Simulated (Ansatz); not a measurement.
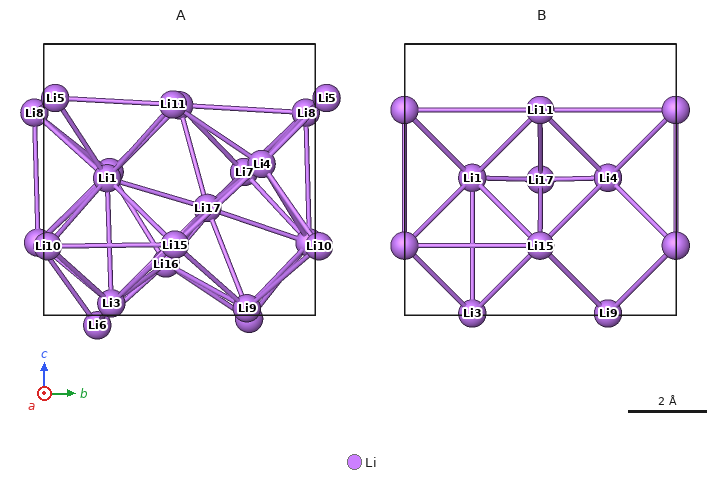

Two geometries of a defect cell of composition Li, drawn at one scale. One is the start of a relaxation, the other its converged end. Style: ball-and-stick. Shown: the cell of the calculation, reduced to other axes (origin shifted), along the a axis. Lengths and directions refer to the drawn axes.

Computed with DFT PBE-D3(BJ), scalar-relativistic, plane waves, PAW in Ansatz 0.2.0. Settings: plane-wave cutoff 420 eV; k-point mesh 3 × 3 × 3; occupations gaussian; smearing width 0.15 eV; no spin polarisation; atoms relaxed in a fixed cell; force threshold 0.03 eV/Å; at most 60 steps.

Which one is relaxed?

Structure A is the relaxed one. It is an interstitial Li in bcc Li. The run prepares an end point of a later path (interstitial hop) calculation, from a guessed geometry. A Li atom moves most: 1.02 Å along [0 1 −1]. The cell doesn't change. Among the contacts that change: Li–Li 3.022 → 4.825 Å, Li–Li 3.975 → 2.921 Å, Li–Li 3.947 → 2.924 Å, Li–Li 1.949 → 2.807 Å. Among the angles between lasting bonds that change: Li–Li–Li 103.4° → 169.4°, Li–Li–Li 135.2° → 177.8°, Li–Li–Li 141.0° → 103.2°. Over 10 accepted moves (11 points after the start) the energy falls by 1.725 eV per cell of the calculation. Largest force component: 1.6 eV/Å at the start, 0.0063 eV/Å at the end. 1 step only repeated the SCF at the same geometry.

Limits of the set-up: the periodic images lie only 7.0 Å apart, so the values are limited by the cell's size.
